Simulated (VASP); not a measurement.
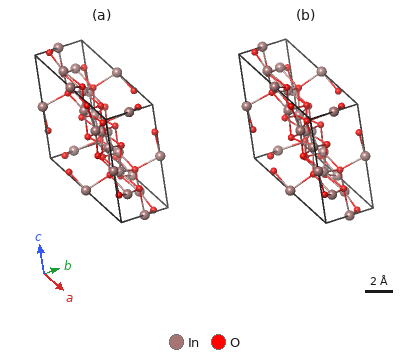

The structure of solid In$_{2}$O$_{3}$ (set up in Ia-3) before (left) and after (right) a relaxation, at one scale.

Style: ball-and-stick. Shown: the cell of the calculation, slightly off an axis.

The run lets cell and atoms move.

These are results of VASP, Kohn-Sham DFT of a periodic cell, PBE with D3(BJ), VASP PAW PBE potentials, recommended, not measurements.

Input
```
PREC = Accurate ; ENCUT = 600
EDIFF = 1E-6 ; ISMEAR = 0
SIGMA = 0.03 ; LREAL = Auto
LASPH = True ; NELM = 80
ALGO = Normal ; ISIF = 3
LWAVE = False ; LCHARG = False
GGA = PE ; IVDW = 12
IBRION = 2 ; NSW = 90
EDIFFG = -0.01 ; KPAR = 8
```

Run as
```bash
cat potpaw_PBE.64/In_d/POTCAR potpaw_PBE.64/O/POTCAR > POTCAR
mpirun -np 8 vasp_std > vasp.out
```

Describe what moved and what it gained.

Over 16 geometry steps the energy falls by 2.090 eV per cell of the calculation. Largest force component: 1.1 eV/Å at the start, 0.0063 eV/Å at the end. The pressure goes from 7.16 to −0.09 GPa. The largest moves relative to the cell, 0.11 Å, are those of O atoms. By element the largest moves are O 0.11 Å, In 0.04 Å. The drawn cell changes as follows: a = b = c 8.781 → 8.866 Å (+1.0 %); the volume changes by +2.9 %. Some distances before and after: In–O 2.171 → 2.247 Å, In–O 2.155 → 2.222 Å, In–O 2.192 → 2.152 Å, In–O 2.178 → 2.201 Å. Bond angles that change, for instance: O–In–O 132.8° → 139.1°, O–In–O 92.1° → 87.5°, In–O–In 121.1° → 125.7°. The space group stays Ia-3 (No. 206).
